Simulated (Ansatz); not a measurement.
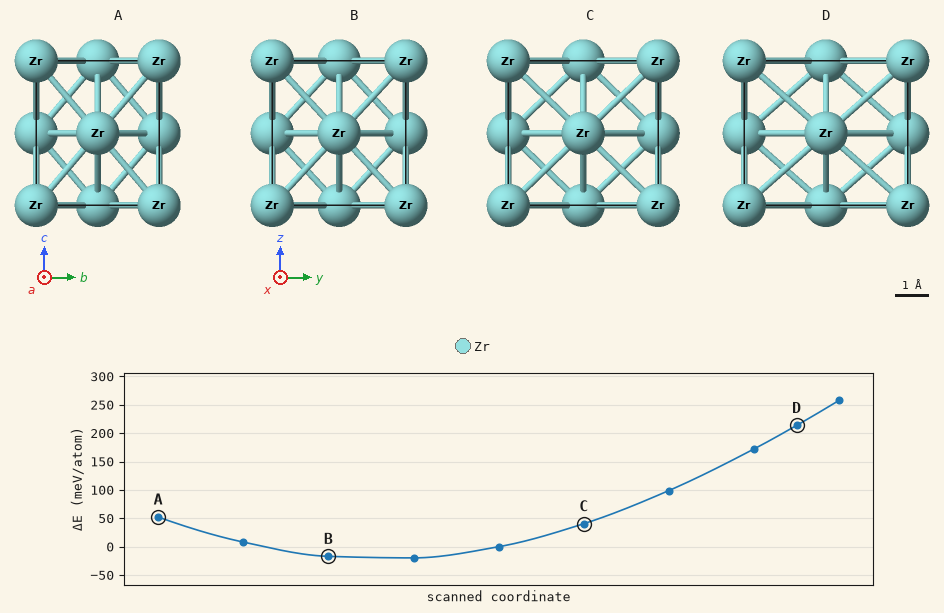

Frames of a one-coordinate scan of solid Zr (Fm-3m). x, y and z are the Cartesian axes of the input. The picture is a ball-and-stick view of the conventional cell (4 times the calculation's cell), seen along the a axis. Lengths and directions refer to the drawn axes.

All numbers below come from DFT LDA, scalar-relativistic, plane waves, PAW (Ansatz). Settings: plane-wave cutoff 420 eV; k-point mesh 18 × 18 × 18; occupations gaussian; smearing width 0.15 eV; no spin polarisation. Energies (free energies at the smearing named) are counted from the cell as listed in its source, which wasn't relaxed.

**Which coordinate changes from frame to frame?**

The cell is strained along y alone, with the atoms kept at their fractional coordinates. In the frames the strain is −0.15 (A), −0.075 (B), 0.0375 (C), 0.1312 (D). Of the computed points the lowest is at the strain −0.0375, −19.7 meV/atom. The end points stand at 52.4 meV/atom (−0.15) and 258.0 meV/atom (0.15). The unrelaxed reference is under a pressure of −5.7 GPa, which tilts the curve. The distortion takes the space group from Fm-3m to I4/mmm. At the strain −0.15 the cell of the drawing goes b 4.510 → 3.833 Å.
